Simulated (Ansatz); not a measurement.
TiO2 (slab)

Input file:

```
crystal:
  lattice:
    - [3.0067234922, 0.0, 0.0]
    - [0.0, 6.5618727144, 0.0]
    - [0.0, 0.0, 30.6740194889]
  atoms:
    - { symbol: O, position: [0.0, 0.0, 0.244506593] }
    - { symbol: Ti, position: [0.0, 0.5, 0.2860771812] }
    - { symbol: Ti, position: [0.5, 0.0, 0.2860771812] }
    - { symbol: O, position: [0.5, 0.3056748301, 0.2860771812] }
    - { symbol: O, position: [0.5, 0.6943251699, 0.2860771812] }
    - { symbol: O, position: [0.0, 0.0, 0.3276477693] }
    - { symbol: O, position: [0.0, 0.5, 0.3514680025] }
    - { symbol: Ti, position: [0.0, 0.0, 0.3930385906] }
    - { symbol: Ti, position: [0.5, 0.5, 0.3930385906] }
    - { symbol: O, position: [0.5, 0.8056748301, 0.3930385906] }
    - { symbol: O, position: [0.5, 0.1943251699, 0.3930385906] }
    - { symbol: O, position: [0.0, 0.5, 0.4346091787] }
    - { symbol: O, position: [0.0, 0.0, 0.4584294119] }
    - { symbol: Ti, position: [0.0, 0.5, 0.5] }
    - { symbol: Ti, position: [0.5, 0.0, 0.5] }
    - { symbol: O, position: [0.5, 0.3056748301, 0.5] }
    - { symbol: O, position: [0.5, 0.6943251699, 0.5] }
    - { symbol: O, position: [0.0, 0.0, 0.5415705881] }
    - { symbol: O, position: [0.0, 0.5, 0.5653908213] }
    - { symbol: Ti, position: [0.0, 0.0, 0.6069614094] }
    - { symbol: Ti, position: [0.5, 0.5, 0.6069614094] }
    - { symbol: O, position: [0.5, 0.8056748301, 0.6069614094] }
    - { symbol: O, position: [0.5, 0.1943251699, 0.6069614094] }
    - { symbol: O, position: [0.0, 0.5, 0.6485319975] }
    - { symbol: O, position: [0.0, 0.0, 0.6723522307] }
    - { symbol: Ti, position: [0.0, 0.5, 0.7139228188] }
    - { symbol: Ti, position: [0.5, 0.0, 0.7139228188] }
    - { symbol: O, position: [0.5, 0.3056748301, 0.7139228188] }
    - { symbol: O, position: [0.5, 0.6943251699, 0.7139228188] }
    - { symbol: O, position: [0.0, 0.0, 0.755493407] }
basis:
  ecutwfc: 420
kpoints:
  mp_grid: { grid: [9, 4, 1] }
hamiltonian:
  xc: pbe
  hubbard: { sites: [{ species: Ti, l: d, u_eff: 4.0 }] }
scf:
  occupations: { method: gaussian, width: 0.05 }
output:
  forces: true
  eigenvalues: true
  write_density: true
  write_potential: true
  elf: true
  volumetric_format: npy
relax:
  adjacent_minimum: "off"
  f_tol: 0.02
  max_steps: 60
efield:
  axis: 3
  dipole_correction: true
```

Launched as:

```sh
ansatz run input.yaml --threads 4 --pin off --max-ram 10240MiB --backend cpu --events-out ev --progress --plain --runs-dir out
```

The fields are those of the relaxed geometry.

Computed without spin polarisation; Hubbard U of 4 eV on Ti d only.

Theory: DFT PBE+U, scalar-relativistic, plane waves, PAW in Ansatz.

Core electrons are frozen (PAW), and the valence fields are smoothed inside the atomic spheres.

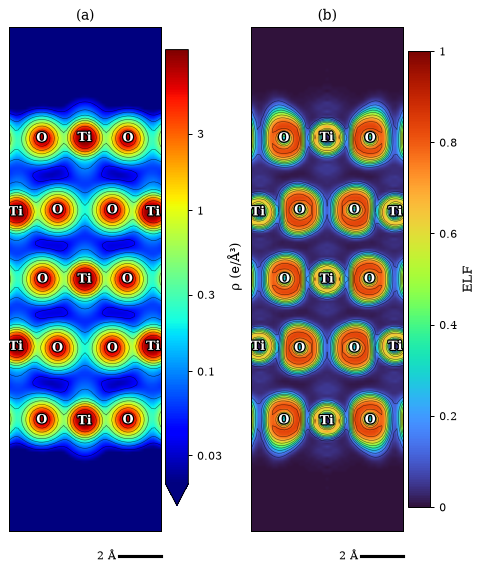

Figure 1. (a) valence charge density (pseudo); (b) electron localisation function on the (100) plane of the calculation cell, a cut from vacuum to vacuum.

Q: Interpret the plot.

A:
- The section cuts through Ti and O sites.
- Ti–O (1.98 Å): ρ at the midpoint is about 0.67 e/Å³; the ELF peaks at about 0.85 in the valence shell of O, 0.6 Å from its nucleus, and is about 0.20 at the midpoint; no shared electron pair shows on this line.
- Ti–O (2.03 Å): the density is about 0.58 e/Å³ at the midpoint; the ELF peaks at about 0.85 in the valence shell of O, 0.6 Å from its nucleus, and is about 0.20 at the midpoint: no shared electron pair shows on this line.
- Ti–O (2.06 Å): the density is about 0.53 e/Å³ at the midpoint; the ELF peaks at about 0.85 in the valence shell of O, 0.6 Å from its nucleus, and is about 0.20 at the midpoint; no localised pair shows between them.
- The density dies away to nearly zero in the vacuum.
- The features right at Ti lie inside the PAW spheres, where the map follows smoothed inner orbitals and isn't to be read closely.

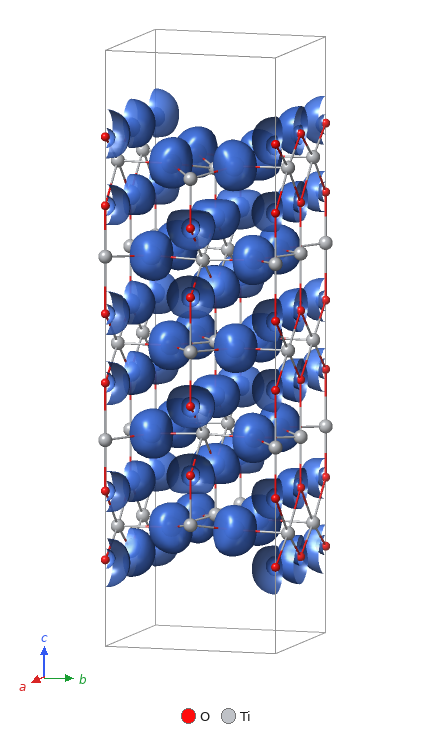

Figure 2. Isosurface of the ELF at 0.7 (blue), seen slightly off an axis. Core shells and regions of very low density are left out. Sticks mark near contacts.

Q: Where are the electrons localised?

A: The ELF exceeds this value in 20 regions wrapped around O (the valence shell of each), counted in one cell of 30 atoms. Counts are for one cell; the picture repeats the cell along the surface. Profiles from the grid: Ti–O (1.84 Å): the ELF peaks at about 0.80 in the valence shell of O, 0.6 Å from its nucleus, and is about 0.30 at the midpoint; no localised pair shows between them. Ti–O (1.89 Å): the ELF peaks at about 0.85 in the valence shell of O, 0.6 Å from its nucleus, and is about 0.25 at the midpoint (no shared electron pair shows on this line).

Q: Does the calculation make it a metal, or give it a gap?

A: It is gapped, with a Kohn–Sham gap of 2.1 eV on the k-point mesh (the band edges may lie off the mesh, which would make the gap smaller).
